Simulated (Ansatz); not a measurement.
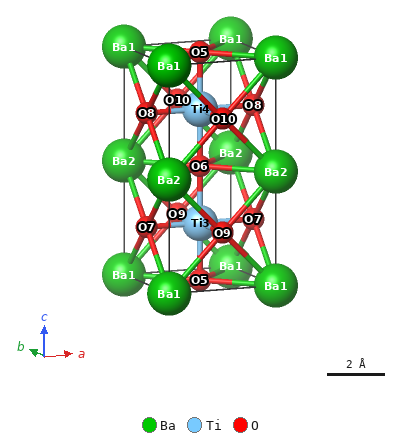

**Figure 1.** The input geometry (ball-and-stick view of the cell of the calculation, seen slightly off an axis; atoms are numbered from 1 in the order of the input).

## Single-point calculation, with input and output: BaTiO3

System: BaTiO3 (Pm-3m, 10 atoms in the cell).
Method: DFT with r2SCAN, PAW plane waves, no spin polarisation (Ansatz 0.2.0).

The structure derives from an entry of the Crystallography Open Database. Figures and captions count atoms from 1; the log counts them from 0 in places.

What the program printed
```
Engine: ansatz 0.2.0, x86_64-unknown-linux-gnu
Pseudopotentials: kind: paw
Pseudopotential: Ba, paw, valence charge 10, recommended cutoff 500 eV (meta_gga), Ba.paw.azcp
Pseudopotential: Ti, paw, valence charge 12, recommended cutoff 500 eV (meta_gga), Ti.paw.azcp
Pseudopotential: O, paw, valence charge 6, recommended cutoff 500 eV (meta_gga), O.paw.azcp
Functional definition: r2SCAN
  parameter k0 = 0.174
  parameter k1 = 0.065
  parameter a1 = 4.9479
  exchange = r2scan_x(k0 = k0, k1 = k1, a1 = a1)
  correlation = r2scan_c
Crystal: 10 atoms, lattice volume = 136.751 Å³
Basis set: ecut = 500 eV, 3493 PW (Γ), exchange–correlation on 120×120×240 points (64 copies of the dense FFT grid, shifted against one another)
Bands: 50, of which v1, the nominal top of the filled ones, is band 40 counted from 1 (39 counted from 0)
Symmetry: 32 space group operations
Space group: Pm-3m (ITA 221), of the structure as read, at distance tolerance 1.5e-3 Å
k-points: 12 of 75
Non-local potential: Ba, projectors of the file, l = 0: 3, l = 1: 2, l = 2: 2, l = 3: 2
Non-local potential: Ti, projectors of the file, l = 0: 3, l = 1: 2, l = 2: 3, l = 3: 1
Non-local potential: O, projectors of the file, l = 0: 2, l = 1: 2, l = 2: 1
PAW form: soft (Blöchl's): semilocal exchange-correlation on the pseudo side does not see the compensation charge
PAW frozen core: Ba, regenerated for the run's functional (the file was generated under x = pbe(κ = 0.804, μ = 0.2195149727645171), c = pbe(β = 0.06672455060314922))
PAW frozen core: Ti, regenerated for the run's functional (the file was generated under x = pbe(κ = 0.804, μ = 0.2195149727645171), c = pbe(β = 0.06672455060314922))
PAW frozen core: O, regenerated for the run's functional (the file was generated under x = pbe(κ = 0.804, μ = 0.2195149727645171), c = pbe(β = 0.06672455060314922))
PAW one-centre angular grid: Ba, 302 points (default); XC on 160 Gauss nodes
PAW one-centre angular grid: Ti, 590 points (default); XC on 160 Gauss nodes
PAW one-centre angular grid: O, 302 points (default); XC on 160 Gauss nodes
Initial density: superposition of atomic densities (neutral atoms: chi_scale 0, normalization atom), corrected by the library's trained network
Initial wavefunctions: pseudopotential atomic-orbital guess
Functional: x = r2scan, c = r2scan; τ floored in thin density (d = 2e-4 eV/Å³)
SCF iter   1: F=—  HF=-20367.114082 eV  |F-HF|=—  |Δ(HF+E_count)|=         —  Δρ=2.24e-2  dr2=9.03e-1  dr2_τ=4.35e-1  ethr=1.77e-3  ⟨swp⟩=6.3  Hψ=2535  notcnv=0
preconditioner: auto → Resta (q_TF=auto, 2.495 Å⁻¹)  ε∞=5.1  [insulator: Δε(μ)=2.606 eV  Ē_g=12.473 eV  σ=0.100 eV  W_gap=1.00  n_scr=38 (ndim 8)  ℏωp=25.4 eV  f_vac=0.000  D(μ)=0.00/eV (n_scr^D=0)  ε∞_Penn≈5.1]
SCF iter   2: F=—  HF=-20367.270657 eV  |F-HF|=—  |Δ(HF+E_count)|=   1.57e-1  Δρ=1.32e-2  dr2=1.68e-1  dr2_τ=5.48e-2  ethr=1.13e-3  ⟨swp⟩=3.0  Hψ=1089  notcnv=0  defer=15
SCF iter   3: F=—  HF=-20367.248003 eV  |F-HF|=—  |Δ(HF+E_count)|=   2.27e-2  Δρ=3.70e-3  dr2=1.38e-2  dr2_τ=9.31e-4  ethr=2.10e-4  ⟨swp⟩=2.0  Hψ=906  notcnv=0  defer=15
SCF iter   4: F=—  HF=-20367.245923 eV  |F-HF|=—  |Δ(HF+E_count)|=   2.08e-3  Δρ=1.63e-3  dr2=2.87e-3  dr2_τ=4.16e-4  ethr=1.73e-5  ⟨swp⟩=2.0  Hψ=923  notcnv=0  defer=15
SCF iter   5: F=—  HF=-20367.245536 eV  |F-HF|=—  |Δ(HF+E_count)|=   3.87e-4  Δρ=3.40e-4  dr2=1.32e-4  dr2_τ=9.33e-6  ethr=3.59e-6  ⟨swp⟩=2.2  Hψ=800  notcnv=0  defer=15
SCF iter   6: F=—  HF=-20367.245537 eV  |F-HF|=—  |Δ(HF+E_count)|=   1.62e-6  Δρ=8.25e-5  dr2=1.06e-5  dr2_τ=7.89e-7  ethr=1.65e-7  ⟨swp⟩=2.7  Hψ=1147  notcnv=0  defer=15
SCF iter   7: F=—  HF=-20367.245544 eV  |F-HF|=—  |Δ(HF+E_count)|=   6.74e-6  Δρ=4.67e-5  dr2=2.65e-6  dr2_τ=3.12e-7  ethr=1.33e-8  ⟨swp⟩=2.0  Hψ=902  notcnv=0  defer=15
SCF iter   8: F=—  HF=-20367.245544 eV  |F-HF|=—  |Δ(HF+E_count)|=   4.15e-7  Δρ=1.01e-5  dr2=1.34e-7  dr2_τ=1.52e-8  ethr=3.31e-9  ⟨swp⟩=2.0  Hψ=934  notcnv=0  defer=15
SCF iter   9: F=-20367.245544 eV  HF=-20367.245544 eV  |F-HF|=2.58e-10  |Δ(HF+E_count)|=   9.33e-9  Δρ=9.87e-7  dr2=8.66e-10  dr2_τ=1.84e-10  ethr=1.25e-10  ⟨swp⟩=8.3  Hψ=2495  notcnv=0
SCF 1 converged in 9 iterations: F = -20367.245544 eV  dr2 = 8.66e-10
  greatest PAW one-centre occupation: 0.999 electrons in one spin orbital (limit 2), on the Ti atom at site 3 (counted from 0), in its partial waves of l = 0
```

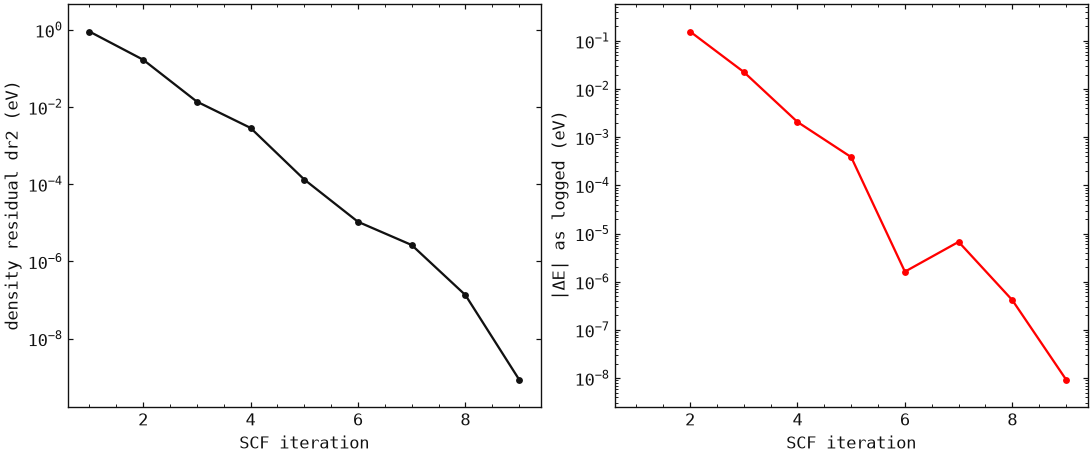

**Figure 2.** Convergence of the self-consistent field: density residual dr2 and size of the energy change against the SCF iteration. The residual falls at every step.

```
SCF converged after 9 iterations
Free energy (F): -20367.245544 eV
Harris-Foulkes:  -20367.245544 eV  (|F-HF|=2.58e-10)
Internal energy: -20367.245504 eV  (E = F + TS)
E sigma→0 (E₀):  -20367.245524 eV
Entropy (-TS):   -0.000039 eV (-0.004 meV/atom)
Fermi energy:    10.130820 eV
--- Per-component energies (eV) ---
  E_band       = -421.382729
  E_kinetic    = 1931.864999
  E_local      = -4336.844776  (includes V_loc(G=0)·N_el)
  E_nonlocal   = 397.600845
  E_hartree    = 1676.841024
  E_xc         = -946.527069
  E_vxc        = -1203.010640  (∫ρ·V_xc dr)
  E_paw        = -13567.444800  (= ΣΔE_a)
  E_vpaw       = -638.388782  (= ΣTr[D̂ρ^β])
  E_aug_tail   = 0.006024  (compensation charges beyond the density's cutoff)
  E_vtau       = 73.707614  (kinetic-family band-sum trace: ∫τ·v_τ [+ j·A + Jᵃ·Aᵃ] dr)
  E_ewald      = -5522.184022
  E_core_change = -0.557728  (= ΣΔE_core)
  E_smearing   = -0.000039  (= −TS)
  E_closure    = -0.000000  (closes the sum)
  Σ components = -20367.245544   (vs F -20367.245544, Δ=0.00e0)
--- Forces (eV/Å), atoms counted from 1 ---
  atom   1  Ba    -0.00000000     0.00000000     0.00000000
  atom   2  Ba    -0.00000000     0.00000000     0.00000000
  atom   3  Ti     0.00000000     0.00000000     0.00000000
  atom   4  Ti     0.00000000     0.00000000     0.00000000
  atom   5  O      0.00000000     0.00000000    -0.00000000
  atom   6  O      0.00000000     0.00000000    -0.00000000
  atom   7  O      0.00000000     0.00000000     0.00000000
  atom   8  O      0.00000000     0.00000000     0.00000000
  atom   9  O      0.00000000     0.00000000     0.00000000
  atom  10  O      0.00000000     0.00000000     0.00000000
  max |Σ_I F_I| component: 5.56e-29 eV/Å
--- Stress (GPa, compression-positive) ---
      -10.892720       0.000000       0.000000
       -0.000000     -10.892720       0.000000
        0.000000       0.000000     -10.905233
  P = ⅓ Tr σ = -10.8969 GPa (-108.969 kbar)
--- Band table (eV; the first three rows and the last of 12) ---
  k-point 0: bands = ["-50.0548", "-50.0542", "-25.1970", "-25.1569", "-25.1569", "-25.1567", "-25.1554", "-25.1554", "-16.3675", "-16.2748", "-8.6935", "-8.5689", "-7.9290", "-7.9281", "-7.9035", "-7.7076", "-1.1291", "-1.1291", "-1.1290", "-0.9902", "-0.9902", "-0.8416", "5.2164", "6.4651", "6.4651", "6.7665", "6.7670", "6.7670", "7.2968", "7.3822", "7.3822", "7.4206", "8.0759", "8.0759", "8.0765", "8.4160", "8.4160", "8.9406", "8.9407", "8.9407", "11.1067", "11.1068", "11.1068", "11.2082", "12.6193", "12.6193", "12.9039", "12.9041", "12.9080", "14.7305"]
  k-point 1: bands = ["-50.0546", "-50.0543", "-25.1869", "-25.1668", "-25.1565", "-25.1565", "-25.1558", "-25.1558", "-16.3447", "-16.2984", "-8.6392", "-8.5709", "-7.9219", "-7.9096", "-7.9089", "-7.7925", "-1.0954", "-1.0954", "-1.0562", "-1.0260", "-1.0260", "-0.9125", "5.5915", "6.3692", "6.5673", "6.5673", "6.7171", "6.7171", "7.4933", "7.4933", "7.5677", "7.5909", "7.8334", "7.8334", "7.8933", "8.3621", "8.5236", "8.5236", "8.7744", "8.7744", "11.1315", "11.1823", "11.5502", "11.5502", "12.2869", "12.2869", "12.9050", "12.9070", "13.5659", "14.4899"]
  k-point 2: bands = ["-50.0546", "-50.0540", "-25.1962", "-25.1708", "-25.1691", "-25.1564", "-25.1563", "-25.1549", "-16.3360", "-16.2537", "-8.5785", "-8.5450", "-7.9203", "-7.8927", "-7.8819", "-7.7656", "-1.0824", "-1.0823", "-1.0689", "-1.0287", "-0.9703", "-0.9365", "5.1647", "6.1724", "6.1895", "6.2192", "6.5174", "6.6934", "6.6939", "7.1345", "7.6871", "7.7549", "7.7552", "7.8268", "8.0072", "8.0680", "8.1863", "8.4590", "8.7206", "8.7206", "11.1412", "11.7021", "11.7022", "11.7569", "12.6233", "12.7040", "12.9053", "13.4256", "13.7728", "15.3370"]
  k-point 11: bands = ["-50.0535", "-50.0532", "-25.1910", "-25.1909", "-25.1902", "-25.1901", "-25.1837", "-25.1640", "-16.2120", "-16.1852", "-8.2017", "-7.9765", "-7.8545", "-7.8257", "-7.7983", "-7.7910", "-1.5468", "-1.5315", "-1.3295", "-1.3056", "-1.2860", "-1.0053", "5.0322", "5.0909", "5.5205", "5.5261", "5.7115", "5.8330", "6.3439", "6.5169", "6.7469", "6.7479", "6.7785", "6.9907", "8.2731", "8.4079", "8.7411", "8.7928", "8.9562", "8.9719", "12.6370", "12.6624", "12.9517", "12.9632", "12.9680", "13.0463", "14.4589", "15.7513", "16.1581", "16.2031"]
```

The run was set up as follows.

Input
```yaml
crystal:
  lattice:
    - [4.08915574, 0.0, 0.0]
    - [0.0, 4.08915574, 0.0]
    - [0.0, 0.0, 8.17831149]
  atoms:
    - { symbol: Ba, position: [0.0, 0.0, 0.0] }
    - { symbol: Ba, position: [0.0, 0.0, 0.5] }
    - { symbol: Ti, position: [0.5, 0.5, 0.25] }
    - { symbol: Ti, position: [0.5, 0.5, 0.75] }
    - { symbol: O, position: [0.5, 0.5, 0.0] }
    - { symbol: O, position: [0.5, 0.5, 0.5] }
    - { symbol: O, position: [0.0, 0.5, 0.25] }
    - { symbol: O, position: [0.0, 0.5, 0.75] }
    - { symbol: O, position: [0.5, 0.0, 0.25] }
    - { symbol: O, position: [0.5, 0.0, 0.75] }
  symmetry: { tolerance: 0.0003 }
kpoints:
  mp_grid: { grid: [5, 5, 3], shift: [0, 0, 0] }
magnetization:
  spin_polarized: false
scf:
  occupations: { method: fermi_dirac }
hamiltonian:
  pseudopotentials: { kind: paw }
  xc: r2scan
basis:
  ecutwfc: 500
output:
  forces: true
  stress: true
  eigenvalues: true
```

Run as:
```bash
ansatz run input.yaml --threads 1 --pin off --max-ram 2560MiB --backend cpu --events-out ev --progress --plain --runs-dir out
```

Summary

| quantity | value |
| --- | --- |
| outcome | converged |
| space group (tolerance 0.01 Å) | Pm-3m (221) |
| electrons treated | 80 |
| free energy | −20367.2455 eV |
| Fermi energy | 10.131 eV |
| pressure | −10.90 GPa |
| largest force (length of the vector) | under 0.001 eV/Å |
| hardware | 1 thread of an x86-64 CPU, shared host |
| wall time | 15 s |
| peak memory | 0.72 GiB |

Remarks

The cell is under a tension of 10.9 GPa at this level, so it is not at its equilibrium volume.
